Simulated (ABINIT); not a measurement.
# Run report: PbSe, positron calculation (part 1 of 2)

PbSe (2 atoms in the cell), computed with Kohn-Sham DFT of a periodic cell, LDA, JTH PAW LDA v2.0 sp, no spin polarisation (ABINIT 10.8.3).

The structure derives from an entry of the Crystallography Open Database.

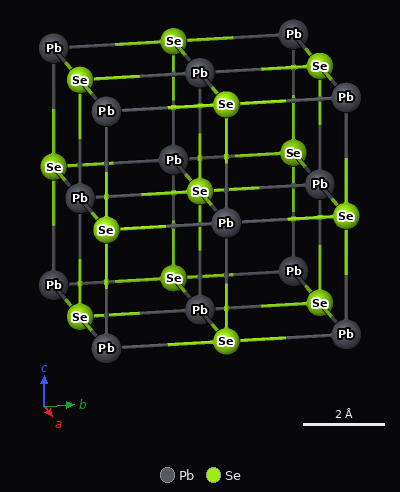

Fig. 1: The input geometry (ball-and-stick view of the cell 4 times as large as that of the calculation, set on its symmetry axes, seen slightly off an axis). Near neighbours in the crystal (not all of them lie inside the picture): Pb has 6 Se at 3.06 Å; Se has 6 Pb at 3.06 Å.

**Input file**
```
ndtset 2

pp_dirpath "./"
pseudos "Pb.LDA_PW-JTH_sp.xml, Se.LDA_PW-JTH.xml"

acell 8.1795146323 8.1795146323 8.1795146323
rprim
     0.0000000000     0.7071067812     0.7071067812
     0.7071067812     0.0000000000     0.7071067812
     0.7071067812     0.7071067812     0.0000000000
ntypat 2
znucl 82 34
natom 2
typat 1 2
xred
            0.0            0.0            0.0
            1/2            1/2            1/2

ecut 10.0
pawecutdg 20.0

ixc 7

nstep 80

iomode 3
prteig 0
prtebands 0
prtwf 0

kptopt1 1
ngkpt1 6 6 6
nshiftk1 1
shiftk1 0.0 0.0 0.0
nband1 9
occopt1 3
tsmear1 0.05 eV
tolvrs1 1.0e-10
prtden1 1

positron2 1
ixcpositron2 1
getden2 1
kptopt2 0
nkpt2 1
kpt2 0.0 0.0 0.0
nband2 1
occopt2 2
occ2 1.0
posocc2 1.0
toldfe2 1.0e-9
optforces2 0
optstress2 0
prtden2 0
```

Launch command:
```bash
abinit run.abi > log 2>&1
```

**Output**
```
.Version 10.8.3 of ABINIT
 DATASET    1 : space group Fm -3 m (#225); Bravais cF (face-center cubic)
================================================================================
 Values of the parameters that define the memory need for DATASET  1.
     intxc =       0    ionmov =       0      iscf =      17    lmnmax =      13
     lnmax =       5     mgfft =      24  mpssoang =       3    mqgrid =    3001
     natom =       2  nloc_mem =       2    nspden =       1   nspinor =       1
    nsppol =       1      nsym =      48    n1xccc =       1    ntypat =       2
    occopt =       3   xclevel =       1
       mpw =         596          nfft =       13824          nkpt =          16
 PAW method is used; the additional fine FFT grid is defined by:
   mgfftf=        36    nfftf =     46656
================================================================================
================================================================================

 DATASET    2 : space group Fm -3 m (#225); Bravais cF (face-center cubic)
================================================================================
 Values of the parameters that define the memory need for DATASET  2.
     intxc =       0    ionmov =       0      iscf =      17    lmnmax =      13
     lnmax =       5     mgfft =      24  mpssoang =       3    mqgrid =    3001
     natom =       2  nloc_mem =       2    nspden =       1   nspinor =       1
    nsppol =       1      nsym =      48    n1xccc =       1    ntypat =       2
    occopt =       2   xclevel =       1
       mpw =         281          nfft =       13824          nkpt =           1
 PAW method is used; the additional fine FFT grid is defined by:
   mgfftf=        36    nfftf =     46656
================================================================================
================================================================================

--------------------------------------------------------------------------------
------------- Echo of variables that govern the present computation ------------
--------------------------------------------------------------------------------
 -outvars: echo values of preprocessed input variables --------
            acell      8.1795146323E+00  8.1795146323E+00  8.1795146323E+00 Bohr
              amu      2.07200000E+02  7.89600000E+01
             ecut      1.00000000E+01 Hartree
           getden1          0
           getden2          1
              ixc           7
           jdtset        1    2
           kptopt1          1
           kptopt2          0
         kptrlatt        6    0    0      0    6    0      0    0    6
          kptrlen1     4.90770878E+01
          kptrlen2     3.00000000E+01
            natom           2
            nband1          9
            nband2          1
           ndtset           2
            ngfft          24      24      24
          ngfftdg          36      36      36
             nkpt1         16
             nkpt2          1
            nstep          80
             nsym          48
           ntypat           2
           occopt1          3
           occopt2          2
        optforces1          2
        optforces2          0
        optstress1          1
        optstress2          0
        pawecutdg      2.00000000E+01 Hartree
         positron1          0
         positron2          1
           prtden1          1
           prtden2          0
        prtebands           0
           prteig           0
            prtwf           0
            rprim      0.0000000000E+00  7.0710678120E-01  7.0710678120E-01
                       7.0710678120E-01  0.0000000000E+00  7.0710678120E-01
                       7.0710678120E-01  7.0710678120E-01  0.0000000000E+00
           shiftk1     0.00000000E+00  0.00000000E+00  0.00000000E+00
           shiftk2     5.00000000E-01  5.00000000E-01  5.00000000E-01
          spgroup         225
           toldfe1     0.00000000E+00 Hartree
           toldfe2     1.00000000E-09 Hartree
           tolvrs1     1.00000000E-10
           tolvrs2     0.00000000E+00
           tsmear1     1.83746611E-03 Hartree
           tsmear2     1.00000000E-02 Hartree
            typat      1  2
           useylm           1
           xangst      0.0000000000E+00  0.0000000000E+00  0.0000000000E+00
                       3.0606499980E+00  3.0606499980E+00  3.0606499980E+00
            xcart      0.0000000000E+00  0.0000000000E+00  0.0000000000E+00
                       5.7837902634E+00  5.7837902634E+00  5.7837902634E+00
             xred      0.0000000000E+00  0.0000000000E+00  0.0000000000E+00
                       5.0000000000E-01  5.0000000000E-01  5.0000000000E-01
            znucl       82.00000   34.00000

================================================================================

 chkinp: Checking input parameters for consistency, jdtset=   1.

 chkinp: Checking input parameters for consistency, jdtset=   2.

================================================================================
== DATASET  1 ==================================================================

--- !DatasetInfo
iteration_state: {dtset: 1, }
dimensions: {natom: 2, nkpt: 16, mband: 9, nsppol: 1, nspinor: 1, nspden: 1, mpw: 596, }
cutoff_energies: {ecut:  10.0, pawecutdg:  20.0, }
electrons: {nelect:   1.00000000E+01, charge:   0.00000000E+00, occopt:   3.00000000E+00, tsmear:   1.83746611E-03, }
meta: {optdriver: 0, ionmov: 0, optcell: 0, iscf: 17, paral_kgb: 0, }
...

 Exchange-correlation functional for the present dataset will be:
  LDA: Perdew-Wang 92 LSD fit to Ceperley-Alder data - ixc=7
  J.P.Perdew and Y.Wang, PRB 45, 13244 (1992)

 Real(R)+Recip(G) space primitive vectors, cartesian coordinates (Bohr,Bohr^-1):
 R(1)=  0.0000000  5.7837903  5.7837903  G(1)= -0.0864485  0.0864485  0.0864485
 R(2)=  5.7837903  0.0000000  5.7837903  G(2)=  0.0864485 -0.0864485  0.0864485
 R(3)=  5.7837903  5.7837903  0.0000000  G(3)=  0.0864485  0.0864485 -0.0864485
 Unit cell volume ucvol=  3.8696136E+02 bohr^3
 Angles (23,13,12)=  6.00000000E+01  6.00000000E+01  6.00000000E+01 degrees

 Coarse grid specifications (used for wave-functions):

 getcut: wavevector=  0.0000  0.0000  0.0000  ngfft=  24  24  24
         ecut(hartree)=     10.000   => boxcut(ratio)=   2.06119

 Fine grid specifications (used for densities):

 getcut: wavevector=  0.0000  0.0000  0.0000  ngfft=  36  36  36
         ecut(hartree)=     20.000   => boxcut(ratio)=   2.18622

--- Pseudopotential description ------------------------------------------------
- pspini: atom type   1  psp file is ./Pb.LDA_PW-JTH_sp.xml
 Pseudopotential format is: paw10
 basis_size (lnmax)=  5 (lmn_size= 13), orbitals=   0   0   1   1   2
 Spheres core radius: rc_sph= 2.91365156
 Shapefunction is SIN type: shapef(r)=[sin(pi*r/rshp)/(pi*r/rshp)]**2
 Radius for shape functions =  2.21205640
 Compensation charge density is not taken into account in XC energy/potential

- pspini: atom type   2  psp file is ./Se.LDA_PW-JTH.xml
 Pseudopotential format is: paw10
 basis_size (lnmax)=  4 (lmn_size=  8), orbitals=   0   0   1   1
 Spheres core radius: rc_sph= 2.21132333
 Shapefunction is BESSEL type: shapef(r,l)=aa(1,l)*jl(q(1,l)*r)+aa(2,l)*jl(q(2,l)*r)
 Radius for shape functions =  2.00656599
 Compensation charge density is not taken into account in XC energy/potential

   7.05538810E+02                                ecore*ucvol(ha*bohr**3)
--------------------------------------------------------------------------------

================================================================================

--- !BeginCycle
iteration_state: {dtset: 1, }
solver: {iscf: 17, nstep: 80, nline: 4, wfoptalg: 10, }
tolerances: {tolvrs: 1.00E-10, }
...

     iter   Etot(hartree)      deltaE(h)  residm     nres2
 ETOT  1  -13.426521313634    -1.343E+01 7.028E-02 7.873E-01
 ETOT  2  -13.490221190880    -6.370E-02 5.656E-04 6.744E-02
 ETOT  3  -13.489687206932     5.340E-04 4.040E-05 1.563E-02
 ETOT  4  -13.489633731883     5.348E-05 1.436E-04 2.570E-04
 ETOT  5  -13.489635282113    -1.550E-06 7.434E-06 3.594E-05
 ETOT  6  -13.489635044819     2.373E-07 1.916E-05 1.939E-06
 ETOT  7  -13.489635014740     3.008E-08 7.334E-07 6.764E-08
 ETOT  8  -13.489635015090    -3.491E-10 1.876E-06 3.210E-08
 ETOT  9  -13.489635014596     4.939E-10 7.221E-08 4.602E-09
 ETOT 10  -13.489635014515     8.059E-11 1.830E-07 8.809E-11

 At SCF step   10       nres2   =  8.81E-11 < tolvrs=  1.00E-10 =>converged.

 Cartesian components of stress tensor (hartree/bohr^3)
  sigma(1 1)=  7.29542565E-05  sigma(3 2)=  0.00000000E+00
  sigma(2 2)=  7.29542565E-05  sigma(3 1)=  0.00000000E+00
  sigma(3 3)=  7.29542565E-05  sigma(2 1)=  0.00000000E+00

--- !ResultsGS
iteration_state: {dtset: 1, }
comment   : Summary of ground state results
lattice_vectors:
- [  0.0000000,   5.7837903,   5.7837903, ]
- [  5.7837903,   0.0000000,   5.7837903, ]
- [  5.7837903,   5.7837903,   0.0000000, ]
lattice_lengths: [   8.17951,    8.17951,    8.17951, ]
lattice_angles: [ 60.000,  60.000,  60.000, ] # degrees, (23, 13, 12)
lattice_volume:   3.8696136E+02
convergence: {deltae:  8.059E-11, res2:  8.809E-11, residm:  1.830E-07, diffor: null, }
etotal    :  -1.34896350E+01
entropy   :   0.00000000E+00
fermie    :   1.06384917E-03
cartesian_stress_tensor: # hartree/bohr^3
- [  7.29542565E-05,   0.00000000E+00,   0.00000000E+00, ]
- [  0.00000000E+00,   7.29542565E-05,   0.00000000E+00, ]
- [  0.00000000E+00,   0.00000000E+00,   7.29542565E-05, ]
pressure_GPa:  -2.1464E+00
xred      :
- [  0.0000E+00,   0.0000E+00,   0.0000E+00, Pb]
- [  5.0000E-01,   5.0000E-01,   5.0000E-01, Se]
cartesian_forces: # hartree/bohr
- [ -0.00000000E+00,  -0.00000000E+00,  -0.00000000E+00, ]
- [ -0.00000000E+00,  -0.00000000E+00,  -0.00000000E+00, ]
force_length_stats: {min:   0.00000000E+00, max:   0.00000000E+00, mean:   0.00000000E+00, }
...

 Integrated electronic density in atomic spheres:
 ------------------------------------------------
 Atom  Sphere_radius  Integrated_density
    1        2.91365          2.55519554
    2        2.21132          3.90321469

================================================================================

 ----iterations are completed or convergence reached----

 Mean square residual over all n,k,spin=   12.821E-10; max=  18.302E-08
 reduced coordinates (array xred) for    2 atoms
       0.000000000000      0.000000000000      0.000000000000
       0.500000000000      0.500000000000      0.500000000000
 rms dE/dt=  0.0000E+00; max dE/dt=  0.0000E+00; dE/dt below (all hartree)
    1       0.000000000000      0.000000000000      0.000000000000
    2       0.000000000000      0.000000000000      0.000000000000

 cartesian coordinates (angstrom) at end:
    1      0.00000000000000     0.00000000000000     0.00000000000000
    2      3.06064999797024     3.06064999797024     3.06064999797024

 cartesian forces (hartree/bohr) at end:
    1     -0.00000000000000    -0.00000000000000    -0.00000000000000
    2     -0.00000000000000    -0.00000000000000    -0.00000000000000
 frms,max,avg= 0.0000000E+00 0.0000000E+00   0.000E+00  0.000E+00  0.000E+00 h/b

 cartesian forces (eV/Angstrom) at end:
    1     -0.00000000000000    -0.00000000000000    -0.00000000000000
    2     -0.00000000000000    -0.00000000000000    -0.00000000000000
 frms,max,avg= 0.0000000E+00 0.0000000E+00   0.000E+00  0.000E+00  0.000E+00 e/A
 length scales=  8.179514632300  8.179514632300  8.179514632300 bohr
              =  4.328412736724  4.328412736724  4.328412736724 angstroms
 Fermi (or HOMO) energy (hartree) =   0.00106   Average Vxc (hartree)=  -0.35904
 Eigenvalues (hartree) for nkpt=  16  k points:
 kpt#   1, nband=  9, wtk=  0.00463, kpt=  0.0000  0.0000  0.0000 (reduced coord)
  -0.50262   -0.23895   -0.06817   -0.06817   -0.06817    0.16844    0.16844    0.16844
   0.22908
      occupation numbers for kpt#   1
   2.00000    2.00000    2.00000    2.00000    2.00000    0.00000    0.00000    0.00000
   0.00000
 prteigrs : prtvol=0 or 1, do not print more k-points.
```
